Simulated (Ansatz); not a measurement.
MgO

Input file:

```
crystal:
  lattice:
    - [3.3152851939, 0.0, 0.0]
    - [-1.657642597, 2.8711211987, 0.0]
    - [0.0, 0.0, 10.2430960635]
  atoms:
    - { symbol: Mg, position: [0.2492681674, 0.6666666667, 0.0031594155] }
    - { symbol: Mg, position: [0.4173984993, 0.6666666667, 0.5031594155] }
    - { symbol: Mg, position: [0.6170906969, 0.3333333333, 0.2531594155] }
    - { symbol: Mg, position: [0.7162426364, 0.3333333333, 0.7531594155] }
    - { symbol: O, position: [0.2805435896, 0.6666666667, 0.1991405845] }
    - { symbol: O, position: [0.3861230771, 0.6666666667, 0.6991405845] }
    - { symbol: O, position: [0.7447392564, 0.3333333333, 0.4491405845] }
    - { symbol: O, position: [0.5885940769, 0.3333333333, 0.9491405845] }
basis:
  ecutwfc: 520.0
kpoints:
  mp_grid: { grid: [9, 9, 4] }
hamiltonian:
  xc: pbe
  pseudopotentials: { kind: paw, azcp: { folder: soft_1 } }
scf:
  occupations: { method: gaussian, width: 0.05 }
output:
  forces: true
  stress: true
  eigenvalues: true
  write_density: true
  write_potential: true
  elf: true
  volumetric_format: npy
```

Run with:

```sh
ansatz run input.yaml --threads 2 --pin off --max-ram 4096MiB --backend cpu --events-out ev --progress --plain --runs-dir out
```

Below, planes, directions and counts refer to the conventional cell (a = 5.74 Å, b = 3.32 Å, c = 10.24 Å, α = 90.00°, β = 90.00°, γ = 90.00°).

Space group Cc; a point of a scan over the structure, not its minimum; a structure from a database of computed crystals, not necessarily the ambient phase; not relaxed (largest force 0.5 eV/Å); PAW files of the earlier set (soft_1).

The calculation used Ansatz, DFT PBE, scalar-relativistic, plane waves, PAW.

The density is the valence pseudo-density of a PAW calculation; it isn't the true density close to the nuclei.

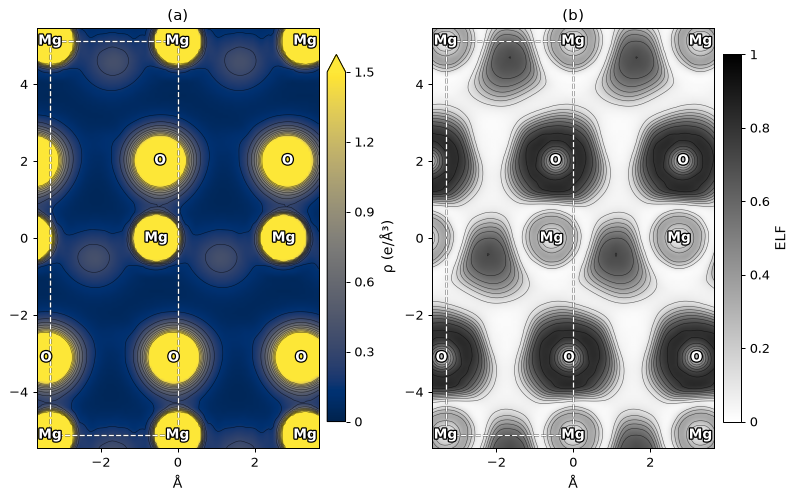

Figure 1. (a) valence charge density (pseudo); (b) ELF on the (100) plane of the conventional cell.

Question: Read the bonding off the picture.

Answer:
- Atoms in the plane: Mg and O.
- Between the atoms the lowest density in this plane is 0.04 e/Å³.

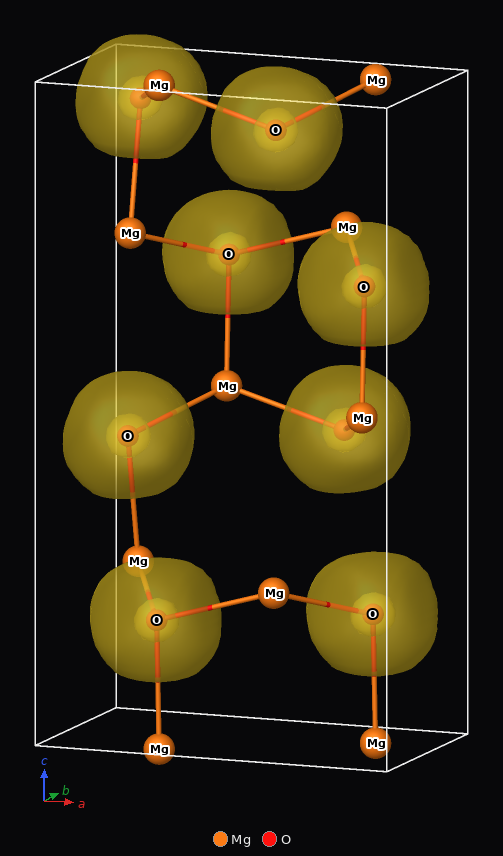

Figure 2. Isosurface of the electron localisation function at 0.65 (yellow), seen slightly off an axis. Only the valence region is drawn (cores and ρ < 0.01 e/Å³ removed). Sticks mark near contacts.

Question: Describe the localisation domains.

Answer: The ELF exceeds this value in eight regions wrapped around O (the valence shell of each), counted in one cell of 16 atoms. Any copies at cell faces, edges or corners count once. Along the contacts the grid gives the following. Mg–O (1.98 Å): the ELF peaks at about 0.85 in the valence shell of O, 0.7 Å from its nucleus, and is about 0.35 at the midpoint (a closed-shell, largely ionic contact). Mg–O (2.05 Å): the ELF peaks at about 0.85 in the valence shell of O, 0.7 Å from its nucleus, and is about 0.40 at the midpoint: an ionic contact with no shared pair.

Question: Metal or insulator at this level of theory?

Answer: It is gapped, with a Kohn–Sham gap of 3.2 eV on the k-point mesh, an upper bound to the gap of this method.
